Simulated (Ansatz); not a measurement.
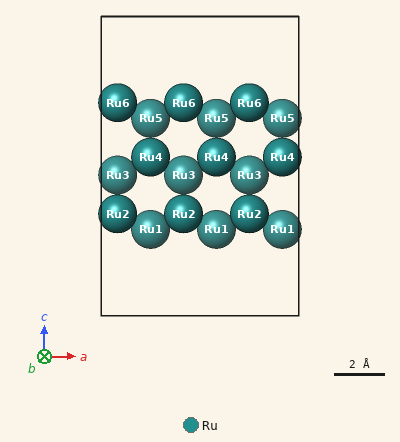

**Figure 1.** The structure (spheres-only view of the 3 × 1 repeat of the cell, with the vacuum cut short, along the b axis; atoms are numbered from 1 in the order of the input).

## What a change does: single-point calculation on Ru

System: Ru (slab, 6 atoms in the cell).
Method of the first run: DFT, LDA, PAW with Ansatz's default frozen-core files, scalar-relativistic, no spin polarisation (Ansatz 0.2.0).

Text and figures count atoms from 1; the logs count them from 0 in places.

## Input file, the first run
```yaml
crystal:
  lattice:
    - [2.6749329043, 0.0, 0.0]
    - [0.0, 4.2243485903, 0.0]
    - [0.0, 0.0, 21.4053]
  atoms:
    - { symbol: Ru, position: [0.75, 0.75, 0.3798673069] }
    - { symbol: Ru, position: [0.25, 0.25, 0.409400524] }
    - { symbol: Ru, position: [0.25, 0.75, 0.483042937] }
    - { symbol: Ru, position: [0.75, 0.25, 0.5169570628] }
    - { symbol: Ru, position: [0.75, 0.75, 0.5905994758] }
    - { symbol: Ru, position: [0.25, 0.25, 0.6201326934] }
kpoints:
  mp_grid: { grid: [14, 9, 1] }
scf:
  occupations: { method: fermi_dirac, width: 0.08 }
hamiltonian:
  xc: lda
  pseudopotentials: { kind: paw }
output:
  forces: true
  stress: true
  eigenvalues: true
efield:
  axis: 3
  amplitude: 0.3
  dipole_correction: true
```

Launched with:
```bash
ansatz run input.yaml --threads 2 --pin off --max-ram 4096MiB --backend cpu --events-out ev --progress --plain --runs-dir out
```

Hardware: 2 threads of Arm Neoverse V2, 24 GiB of memory available, shared host.

## Output, shortened to warnings, some set-up lines, iterations and results (the first run)
```
Basis set: ecut = 420 eV, 4769 PW (Γ)
Symmetry: 4 space group operations
k-points: 40 of 126
Initial density: superposition of atomic densities (neutral atoms: chi_scale 0, normalization atom, screened)
[...]
SCF iter   1: F=—  HF=-34549.347122 eV  |F-HF|=—  |Δ(HF+E_count)|=         —  Δρ=7.05e-2  dr2=1.69e1  ethr=3.10e-3  p=0.151 e·Å  D=1.13e-1 V/Å  ΔV_dip=-2.41 eV  …
SCF iter   2: F=—  HF=-34550.653534 eV  |F-HF|=—  |Δ(HF+E_count)|=    1.31e0  Δρ=7.94e-2  dr2=1.95e1  ethr=3.10e-3  p=0.159 e·Å  D=1.19e-1 V/Å  ΔV_dip=-2.55 eV  …
SCF iter   3: F=—  HF=-34544.915675 eV  |F-HF|=—  |Δ(HF+E_count)|=    5.74e0  Δρ=9.97e-3  dr2=2.15e-1  ethr=3.10e-3  p=0.155 e·Å  D=1.16e-1 V/Å  ΔV_dip=-2.48 eV  …
SCF iter   4: F=—  HF=-34544.873311 eV  |F-HF|=—  |Δ(HF+E_count)|=   4.24e-2  Δρ=2.47e-3  dr2=1.86e-2  ethr=2.24e-4  p=0.156 e·Å  D=1.16e-1 V/Å  ΔV_dip=-2.49 eV  …
SCF iter   5: F=—  HF=-34544.871052 eV  |F-HF|=—  |Δ(HF+E_count)|=   2.26e-3  Δρ=5.30e-4  dr2=1.96e-3  ethr=1.94e-5  p=0.156 e·Å  D=1.17e-1 V/Å  ΔV_dip=-2.50 eV  …
SCF iter   6: F=—  HF=-34544.871155 eV  |F-HF|=—  |Δ(HF+E_count)|=   1.03e-4  Δρ=2.11e-4  dr2=2.98e-4  ethr=2.04e-6  p=0.156 e·Å  D=1.17e-1 V/Å  ΔV_dip=-2.50 eV  …
SCF iter   7: F=—  HF=-34544.871143 eV  |F-HF|=—  |Δ(HF+E_count)|=   1.16e-5  Δρ=8.98e-5  dr2=6.06e-5  ethr=3.10e-7  p=0.156 e·Å  D=1.17e-1 V/Å  ΔV_dip=-2.50 eV  …
SCF iter   8: F=—  HF=-34544.871290 eV  |F-HF|=—  |Δ(HF+E_count)|=   1.46e-4  Δρ=3.71e-5  dr2=6.44e-6  ethr=6.32e-8  p=0.156 e·Å  D=1.17e-1 V/Å  ΔV_dip=-2.50 eV  …
SCF iter   9: F=—  HF=-34544.871292 eV  |F-HF|=—  |Δ(HF+E_count)|=   2.80e-6  Δρ=1.63e-5  dr2=8.71e-7  ethr=6.70e-9  p=0.156 e·Å  D=1.17e-1 V/Å  ΔV_dip=-2.50 eV  …
SCF iter  10: F=-34544.871293 eV  HF=-34544.871293 eV  |F-HF|=3.51e-9  |Δ(HF+E_count)|=   6.49e-7  Δρ=4.42e-6  dr2=8.88e-8  ethr=1.04e-10  p=0.156 e·Å  D=1.17e-1 V/Å  …
SCF 1 converged in 10 iterations: F = -34544.871293 eV  dr2 = 8.88e-8
SCF converged after 10 iterations
Free energy (F): -34544.871293 eV
Harris-Foulkes:  -34544.871293 eV  (|F-HF|=3.51e-9)
Internal energy: -34544.698501 eV  (E = F + TS)
E sigma→0 (E₀):  -34544.784897 eV
Entropy (-TS):   -0.172791 eV (-28.799 meV/atom)
Fermi energy:    4.426047 eV
Dipole field:    D = 0.117027 V/Å  (p = 0.156430 e·Å, saw-weighted, corrected)
Work function:   not extracted (applied field tilts the vacuum); planar V_es + V_field profile in the machine report
Levels:          The Fermi level and band energies are counted from a zero that moves with the ramp; work functions are not
--- Per-component energies (eV) ---
  E_band       = -2139.293277
  E_kinetic    = 3090.385091
  E_local      = -133222.839720  (includes V_loc(G=0)·N_el)
  E_nonlocal   = 2096.028859
  E_hartree    = 64339.408030
  E_xc         = -1134.306268
  E_vxc        = -1429.614080  (∫ρ·V_xc dr)
  E_paw        = -20050.258845  (= ΣΔE_a)
  E_vpaw       = -1352.024632  (= ΣTr[D̂ρ^β])
  E_aug_tail   = -0.001446  (compensation charges beyond the density's cutoff)
  E_efield     = -0.037776  (sawtooth field / dipole correction)
  E_vefield    = -0.028622  (∫n·V_field dr)
  E_ewald      = 50333.493463
  E_core_change = 3.430110  (= ΣΔE_core)
  E_smearing   = -0.172791  (= −TS)
  E_closure    = 0.000000  (closes the sum)
  Σ components = -34544.871293   (vs F -34544.871293, Δ=0.00e0)
--- Forces (eV/Å), atoms counted from 1 ---
  atom   1  Ru     0.00000000     0.00000000     0.00731787
  atom   2  Ru     0.00000000     0.00000000    -0.02234873
  atom   3  Ru     0.00000000     0.00000000     0.01270277
  atom   4  Ru     0.00000000     0.00000000     0.01485824
  atom   5  Ru     0.00000000     0.00000000    -0.02276289
  atom   6  Ru     0.00000000     0.00000000     0.01025529
  max |Σ_I F_I| component: 2.25e-5 eV/Å
--- Stress (GPa, compression-positive) ---
       -3.205684       0.000000       0.000000
        0.000000      -1.746111       0.000000
        0.000000       0.000000       0.004815
  P = ⅓ Tr σ = -1.6490 GPa (-16.490 kbar)
```

For the second run the input was changed thus:
```diff
-efield:
-  axis: 3
-  amplitude: 0.3
-  dipole_correction: true
+  core_levels:
+    shells: { Ru: ["3d"] }
+    counted_from: fermi_level
+    add_spin: false
```

How does the second run compare with the first run?

The total energies belong to different models, so their difference says nothing on which is more stable or more accurate. The largest force goes from 0.023 to 0.001 eV/Å. The SCF takes 8 iterations against 10. On the same kind of shared host the second run took about 3.3 times as long.

## Output, shortened to warnings, some set-up lines, iterations and results (the second run)
```
Basis set: ecut = 420 eV, 4769 PW (Γ)
Symmetry: 8 space group operations
k-points: 40 of 126
Initial density: superposition of atomic densities (neutral atoms: chi_scale 0, normalization atom), corrected by the library's trained network
[...]
SCF iter   1: F=—  HF=-34544.863067 eV  |F-HF|=—  |Δ(HF+E_count)|=         —  Δρ=7.84e-3  dr2=8.45e-2  ethr=1.77e-3  ⟨swp⟩=9.2  Hψ=11165  notcnv=0
SCF iter   2: F=—  HF=-34544.870761 eV  |F-HF|=—  |Δ(HF+E_count)|=   7.69e-3  Δρ=5.27e-3  dr2=7.99e-2  ethr=8.80e-5  ⟨swp⟩=2.6  Hψ=5326  notcnv=0
SCF iter   3: F=—  HF=-34544.848130 eV  |F-HF|=—  |Δ(HF+E_count)|=   2.26e-2  Δρ=9.31e-4  dr2=3.25e-3  ethr=8.32e-5  ⟨swp⟩=3.3  Hψ=5471  notcnv=0
SCF iter   4: F=—  HF=-34544.847716 eV  |F-HF|=—  |Δ(HF+E_count)|=   4.14e-4  Δρ=2.92e-4  dr2=2.89e-4  ethr=3.38e-6  ⟨swp⟩=2.4  Hψ=3832  notcnv=0
SCF iter   5: F=—  HF=-34544.847682 eV  |F-HF|=—  |Δ(HF+E_count)|=   3.39e-5  Δρ=7.12e-5  dr2=2.60e-5  ethr=3.01e-7  ⟨swp⟩=2.9  Hψ=3877  notcnv=0
SCF iter   6: F=—  HF=-34544.847841 eV  |F-HF|=—  |Δ(HF+E_count)|=   1.59e-4  Δρ=2.54e-5  dr2=4.91e-6  ethr=2.71e-8  ⟨swp⟩=2.5  Hψ=3885  notcnv=0
SCF iter   7: F=—  HF=-34544.847840 eV  |F-HF|=—  |Δ(HF+E_count)|=   4.61e-7  Δρ=1.00e-5  dr2=7.54e-7  ethr=5.11e-9  ⟨swp⟩=2.1  Hψ=3442  notcnv=0
SCF iter   8: F=-34544.847840 eV  HF=-34544.847840 eV  |F-HF|=3.29e-8  |Δ(HF+E_count)|=   4.33e-9  Δρ=3.59e-6  dr2=6.02e-8  ethr=1.04e-10  ⟨swp⟩=5.5  Hψ=12209  notcnv=0
SCF 1 converged in 8 iterations: F = -34544.847840 eV  dr2 = 6.02e-8
── core hole 1/3: 3d of Ru 0 ──
── 3d of Ru 0: 279.176 eV over the cell without the hole, in 10 iterations ──
── core hole 2/3: 3d of Ru 1 ──
── 3d of Ru 1: 279.441 eV over the cell without the hole, in 11 iterations ──
── core hole 3/3: 3d of Ru 2 ──
── 3d of Ru 2: 279.812 eV over the cell without the hole, in 10 iterations ──
SCF converged after 8 iterations
Free energy (F): -34544.847840 eV
Harris-Foulkes:  -34544.847840 eV  (|F-HF|=3.29e-8)
Internal energy: -34544.674991 eV  (E = F + TS)
E sigma→0 (E₀):  -34544.761416 eV
Entropy (-TS):   -0.172850 eV (-28.808 meV/atom)
Fermi energy:    4.432384 eV
--- Per-component energies (eV) ---
  E_band       = -2138.679931
  E_kinetic    = 3090.391613
  E_local      = -133223.378017  (includes V_loc(G=0)·N_el)
  E_nonlocal   = 2096.027943
  E_hartree    = 64339.930186
  E_xc         = -1134.310101
  E_vxc        = -1429.619089  (∫ρ·V_xc dr)
  E_paw        = -20050.258742  (= ΣΔE_a)
  E_vpaw       = -1352.025001  (= ΣTr[D̂ρ^β])
  E_aug_tail   = -0.001446  (compensation charges beyond the density's cutoff)
  E_ewald      = 50333.493463
  E_core_change = 3.430110  (= ΣΔE_core)
  E_smearing   = -0.172850  (= −TS)
  E_closure    = 0.000000  (closes the sum)
  Σ components = -34544.847840   (vs F -34544.847840, Δ=0.00e0)
--- Forces (eV/Å), atoms counted from 1 ---
  atom   1  Ru     0.00000000     0.00000000     0.00111507
  atom   2  Ru     0.00000000     0.00000000     0.00053302
  atom   3  Ru     0.00000000     0.00000000    -0.00134010
  atom   4  Ru     0.00000000     0.00000000     0.00134010
  atom   5  Ru     0.00000000     0.00000000    -0.00053302
  atom   6  Ru     0.00000000     0.00000000    -0.00111507
  max |Σ_I F_I| component: 0.00e0 eV/Å
--- Stress (GPa, compression-positive) ---
       -3.220516       0.000000       0.000000
        0.000000      -1.760163       0.000000
        0.000000       0.000000      -0.004547
  P = ⅓ Tr σ = -1.6617 GPa (-16.617 kbar)
--- Core levels from the Fermi level (as output.core_levels.counted_from types it; a hole's nearest image at 2.7 Å) ---
  the holes have no spin, as output.core_levels.add_spin types it
  atom         alike  shell      binding/eV   shift/eV difference/eV images/eV   SCF
  Ru 0             2     3d         279.176     +0.000       279.176         –    10
  Ru 1             2     3d         279.441     +0.265       279.441         –    11
  Ru 2             2     3d         279.812     +0.636       279.812         –    10
  the dataset of Ru with a 3d hole: scattering error 0.002 eV; free atom: scalar-relativistic, large and small components
  the two lines of Ru's 3d: 3d3/2 +2.497 eV and 3d5/2 -1.665 eV off its levels, 2 : 3 in strength
```

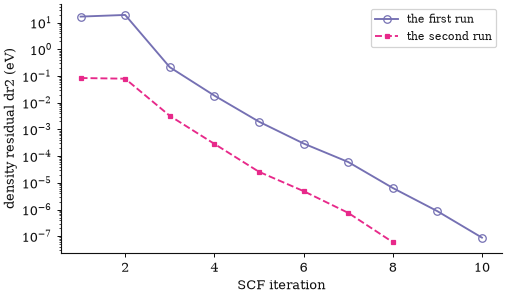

**Figure 2.** Convergence of the two runs: density residual dr2 against the SCF iteration. The first run takes 10 iterations in all, and the second run takes 8.

## The two runs side by side

```tsv
quantity	the first run	the second run
outcome	converged	converged
free energy per atom (eV)	−5757.4785	−5757.4746
energy per atom, smearing taken to zero (eV)	−5757.4641	−5757.4602
largest force (eV/Å)	0.023	0.001
SCF iterations	10	8
irreducible k-points	40	40
plane waves at Γ	4769	4769
wall time (shared host)	36 s	2 min
```
